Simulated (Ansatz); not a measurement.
Single-point calculation of Sr8Ti8O23 (charge +2) (part 2 of 2)

Sr8Ti8O23 (defect cell, 39 atoms in the cell, total charge +2); DFT, HSE06, PAW, plane waves (Ansatz 0.2.0); cutoff 420 eV, 1×1×1 k-mesh, Fermi–Dirac smearing of 0.01 eV. 

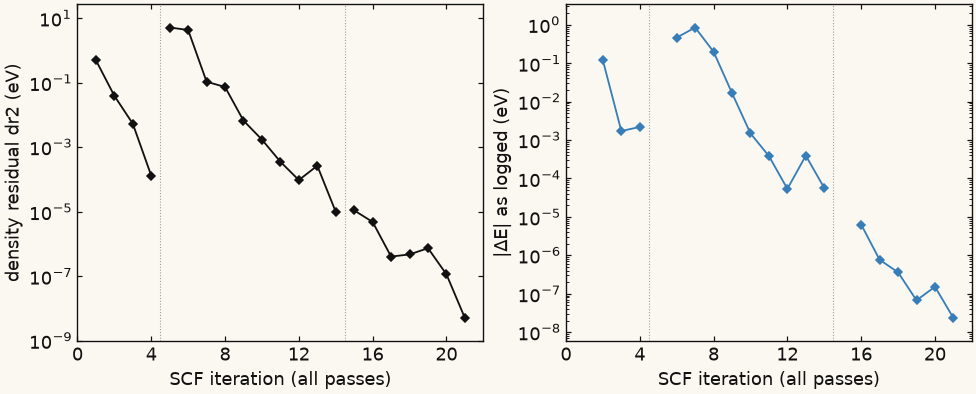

*Convergence of the self-consistent field: density residual dr2 and size of the energy change against the SCF iteration. The run starts with a semilocal functional; after that each stretch between dotted lines is one SCF of the hybrid functional between two exact rebuilds of the exchange operator by the outer loop. Early passes are stopped at a loose threshold.*

The passes take 4, 10 and 7 iterations.

```
hybrid outer 2: dexx = +7.727e-6 eV, tail = 6.29e-8 eV, Δε = 2.16e-3 eV (about 3.32e-5 eV left of the loop's levels), ΔF = 1.05e-2 eV/Å (tail 8.94e-4)
NSCF: frozen V_eff on 1 k-points
hybrid SCF converged: 2 outer / 17 inner (+4 warm-up), last move |dexx| = 7.73e-6 eV, tail = 6.29e-8 eV
Stability not checked: this state was not tested for a lower state beside it, because the functional holds exact exchange (a hybrid, or Hartree-Fock), whose exchange loop this test does not read (fock_operator; see scf.lower_state_search)
Free energy (F): -61503.514377 eV
Harris-Foulkes:  -61503.514377 eV  (|F-HF|=3.16e-9)
Internal energy: -61503.514377 eV  (E = F + TS)
E sigma→0 (E₀):  -61503.514377 eV
Fermi energy:    10.803659 eV
--- Per-component energies (eV) ---
  E_band       = -2347.932824
  E_kinetic    = 8207.951047
  E_local      = -19128.924129  (includes V_loc(G=0)·N_el)
  E_nonlocal   = 2679.075650
  E_hartree    = 6727.579863
  E_xc         = -3113.842268
  E_vxc        = -3557.639974  (∫ρ·V_xc dr)
  E_exx        = -951.670327  (= α·E_x^exact, valence–valence)
  E_paw        = -33377.295603  (= ΣΔE_a)
  E_vpaw       = -2100.272610  (= ΣTr[D̂ρ^β])
  E_aug_tail   = 0.057219  (compensation charges beyond the density's cutoff)
  E_ewald      = -22541.481025
  E_core_change = -4.964803  (= ΣΔE_core)
  E_smearing   = -0.000000  (= −TS)
  E_closure    = -0.000001  (closes the sum)
  E_deformation_potential = 41.227651  (in the stress; not in F)
  Σ components = -61503.514377   (vs F -61503.514377, Δ=0.00e0)
--- Forces (eV/Å), atoms counted from 1 ---
  atom   1  Sr     0.02907565     0.01695649     0.01986446
  atom   2  Sr     0.01207192     0.00813493     0.00209478
  atom   3  Sr     0.02173019    -0.00635682     0.02194731
  atom   4  Sr     0.01083679    -0.00544696    -0.00969668
  atom   5  Sr    -0.00427763     0.01184710     0.02505891
  atom   6  Sr    -0.01463726     0.02010488    -0.00368549
  atom   7  Sr    -0.00594328     0.00121574     0.02278932
  atom   8  Sr    -0.01020813    -0.01033547    -0.01297437
  atom   9  Ti    -0.15898297    -0.00043254     0.17224750
  atom  10  Ti    -0.08365134    -0.00271931     0.16069719
  atom  11  Ti    -0.00870676    -0.00475332     0.03078546
  atom  12  Ti    -0.00764316     0.00026652     0.03117642
  atom  13  Ti    -0.14429297    -0.00574168     0.04653130
  atom  14  Ti     0.06900074     0.00328092    -0.08316584
  atom  15  Ti    -0.01594401     0.00848921     0.02147324
  atom  16  Ti     0.01633659    -0.00014391    -0.00251015
  atom  17  O      0.04781899    -0.00044344    -0.06951087
  atom  18  O     -0.02069228    -0.00889838    -0.08929037
  atom  19  O     -0.02213301    -0.00037190     0.00459191
  atom  20  O     -0.02013047    -0.03311330     0.13661363
  atom  21  O     -0.05641651    -0.03241479     0.00718720
  atom  22  O     -0.02572357    -0.02495973     0.02714342
  atom  23  O     -0.01702933    -0.02312122     0.03160935
  atom  24  O      0.38599187    -0.01339604    -0.38591164
  atom  25  O      0.11802514    -0.01629117     0.03604955
  atom  26  O      0.04895502    -0.03044982    -0.01614121
  atom  27  O      0.02580710    -0.00996565    -0.02590513
  atom  28  O      0.06027713    -0.02894406    -0.06662148
  atom  29  O     -0.04826087    -0.00932354    -0.01133798
  atom  30  O      0.12603024    -0.01865038    -0.03145266
  atom  31  O      0.01576090    -0.02042680    -0.02022897
  atom  32  O     -0.03536075     0.04517713     0.02812703
  atom  33  O     -0.01468375     0.08839543     0.03469525
  atom  34  O     -0.05609056     0.02438628     0.00651736
  atom  35  O     -0.01356152    -0.09161487     0.06109485
  atom  36  O     -0.07951955     0.14053954    -0.03824035
  atom  37  O     -0.03287003     0.04404382    -0.01710336
  atom  38  O     -0.06471427    -0.04707353    -0.02981863
  atom  39  O     -0.02602682     0.03264035    -0.01469020
  max |Σ_I F_I| component: 2.17e-4 eV/Å
--- Charged-cell corrections in eV (Makov–Payne, q = +2.000 e, ε = 300.000) ---
  F (periodic)     = -61503.514377  (uncorrected; the corrections below are reported, never added to it)
  E_corr1          = +0.034997  (monopole, q²α_M/2εL)
  F Makov-Payne    = -61503.479381  (F + E_corr1; no measured alignment; for a localised charge, not one spread in a band: unchecked)
--- Band table (eV) ---
  k-point 0: bands = ["-51.8051", "-51.7932", "-51.7563", "-51.7105", "-51.7049", "-51.6608", "-51.5869", "-51.3674", "-26.6353", "-26.6274", "-26.4466", "-26.4421", "-26.4335", "-26.4309", "-26.4280", "-26.4175", "-26.3897", "-26.3831", "-26.3743", "-26.3703", "-26.3492", "-26.3345", "-26.3298", "-26.3275", "-26.3213", "-26.3138", "-26.2484", "-26.2325", "-26.2189", "-26.2094", "-26.1812", "-26.0047", "-25.4780", "-25.4427", "-25.3804", "-25.3675", "-25.3595", "-25.3482", "-24.8338", "-24.8109",
      "-10.3864", "-10.2297", "-10.1625", "-10.0065", "-9.9594", "-9.7134", "-9.5999", "-9.5122", "-9.2624", "-9.2374", "-9.1630", "-9.1430", "-9.1190", "-9.0377", "-9.0114", "-8.9973", "-8.9769", "-8.9432", "-8.9097", "-8.8770", "-8.8312", "-8.7565", "-8.6914", "-6.4092", "-6.3197", "-6.2883", "-6.2378", "-6.2072", "-6.1797", "-6.1568", "-6.1156", "-6.0905", "-6.0780", "-6.0423", "-6.0379", "-6.0086", "-5.9815", "-5.9491", "-5.9273", "-5.8711",
      "-5.8366", "-5.6208", "-5.5685", "-5.5569", "-5.4795", "-5.4394", "-5.1127", "4.1207", "4.2116", "4.2402", "4.2550", "4.2668", "4.3473", "4.4075", "4.4140", "4.4867", "4.5441", "4.5765", "4.6301", "4.6717", "4.6927", "4.7761", "4.7914", "4.9171", "5.0633", "5.1219", "5.3144", "5.3711", "5.3908", "5.4697", "5.5194", "5.5634", "5.6249", "5.6984", "5.7115", "5.7412", "5.7736", "5.8116", "5.8877", "5.9121",
      "5.9567", "6.0481", "6.0692", "6.1785", "6.2275", "6.3929", "6.5276", "6.5457", "6.7420", "6.8384", "7.0232", "7.0607", "7.1468", "7.3473", "7.3810", "7.4218", "7.4873", "7.5162", "7.5543", "7.5757", "7.5948", "7.6152", "7.6531", "7.6819", "7.7562", "7.8125", "7.8703", "7.8907", "7.9961", "8.0342", "8.1321", "8.3495", "8.4659", "8.5168", "8.5513", "8.6469", "12.9604", "13.0343", "13.0718", "13.1211",
      "13.2092", "13.3110", "13.5711", "13.8948", "14.0252", "14.1189", "14.1751", "14.2039", "14.2708", "14.2910", "14.3006", "14.3328", "14.3499", "14.3948", "14.5640", "14.8063", "14.8188", "14.8520", "14.9143", "14.9731", "15.0623", "15.6178", "15.6628", "15.6883", "15.7133", "15.8583", "16.0538", "16.1976", "16.4608", "16.7584", "16.8239", "16.9268", "17.2539", "17.3595", "17.5186"]
--- Löwdin populations: 39 sites ---
  site symbol       q [e]
     0     Sr      8.2523
     1     Sr      8.2548
     2     Sr      8.2533
     3     Sr      8.2551
     4     Sr      8.2512
     5     Sr      8.2535
     6     Sr      8.2509
     7     Sr      8.2521
     8     Ti     10.6306
     9     Ti     10.5990
    10     Ti     10.5766
    11     Ti     10.5856
    12     Ti     10.5972
    13     Ti     10.5715
    14     Ti     10.5911
    15     Ti     10.6093
    16      O      6.8065
    17      O      6.9254
    18      O      6.9113
    19      O      6.9373
    20      O      6.8609
    21      O      6.9326
    22      O      6.9365
    23      O      6.8883
    24      O      6.8641
    25      O      6.9021
    26      O      6.9358
    27      O      6.8066
    28      O      6.9411
    29      O      6.9149
    30      O      6.9329
    31      O      6.9169
    32      O      6.9207
    33      O      6.9160
    34      O      6.9285
    35      O      6.9236
    36      O      6.9251
    37      O      6.9198
    38      O      6.9235
  spilling = 0.007517 (of n_electrons = 312.000000)
```

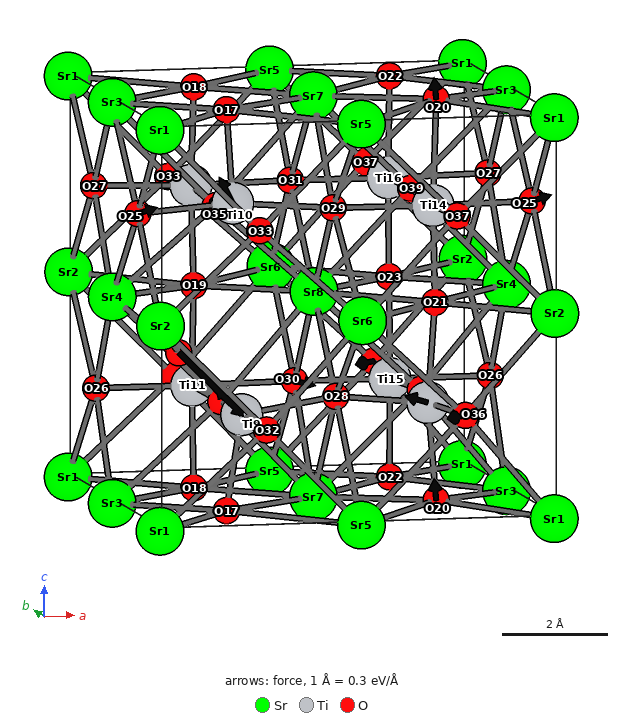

*Forces on the atoms as black arrows (ball-and-stick view of the cell of the calculation, seen slightly off an axis; atoms are numbered from 1 in the order of the input); the smallest are left out.*

The largest act on O24 (0.55 eV/Å); Ti9 (0.23 eV/Å); Ti10 (0.18 eV/Å); O36 (0.17 eV/Å). 
